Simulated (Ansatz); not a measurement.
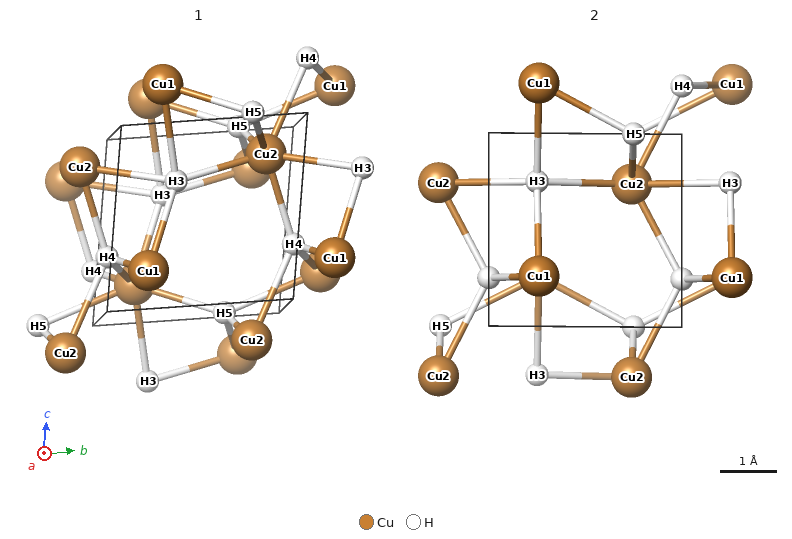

Two geometries of crystalline Cu₂H₃ (a generated structure, set up in R32) (coarse preliminary run), drawn at one scale. One is the start of a relaxation, the other its converged end. A ball-and-stick model of the cell of the calculation, seen along the a axis.

Level of theory: DFT PBE, scalar-relativistic, plane waves, PAW (Ansatz). Set-up: plane-wave cutoff 420 eV; k-point mesh 6 × 6 × 6; occupations gaussian; smearing width 0.1 eV; no spin polarisation; cell and atoms relaxed; force threshold 0.04 eV/Å; at most 70 steps.

Q: Which one is relaxed?

A: Structure 1 is the relaxed one. Over 5 accepted moves (7 points after the start) the energy falls by 1.291 eV per cell of the calculation. Largest force component: 0.73 eV/Å at the start, 0.0062 eV/Å at the end. The pressure goes from −12.84 to −0.01 GPa. The SCF was repeated twice at an unchanged geometry on a basis and grid sized afresh for the cell, which shifted the energy by 1.4 meV per cell of the calculation at most. The largest moves relative to the cell, 0.45 Å, are those of Cu1 and Cu2. Cu1 goes along [−1 −1 −1]. By element the largest moves are Cu 0.45 Å, H 0.30 Å. The drawn cell changes as follows: a = b = c 3.500 → 3.391 Å (−3.1 %), α 90.4° → 81.4°, β 90.4° → 81.4°, γ 90.4° → 81.4°; the volume changes by −11.8 %. Among the contacts that change: Cu1–Cu2 3.129 → 2.586 Å, Cu1–Cu2 (another image) 3.080 → 2.578 Å, Cu1–H3 1.948 → 1.776 Å, Cu1–H3 (another image) 1.997 → 1.912 Å. Among the angles between lasting bonds that change: Cu1–H3–Cu2 100.8° → 126.3°, H3–Cu1–H4 115.0° → 94.7°, H3–Cu1–H4 112.1° → 130.5°. The space group stays R32 (No. 155).
